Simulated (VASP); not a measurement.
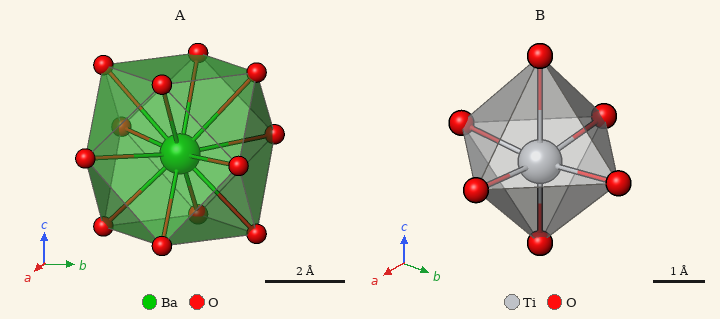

Coordination polyhedra in BaTiO3 (P4mm). Shape measures S are computed against regular polyhedra or, for capped shapes, the nearer of the equal-edge and equal-bond forms. Origin: the end point of a relaxation with VASP Kohn-Sham DFT of a periodic cell, revPBE with D4, VASP PAW PBE potentials, recommended (VASP 6.6.1).

Which coordination does each panel show?

A. BaO12: an essentially ideal cuboctahedron (coordination number 12, S = 0.09; next best icosahedron, S = 5.4); mean bond 2.87 Å.
B. TiO6: a slightly distorted octahedron (coordination number 6, S = 0.25; next best trigonal prism, S = 16.9); mean bond 2.03 Å.
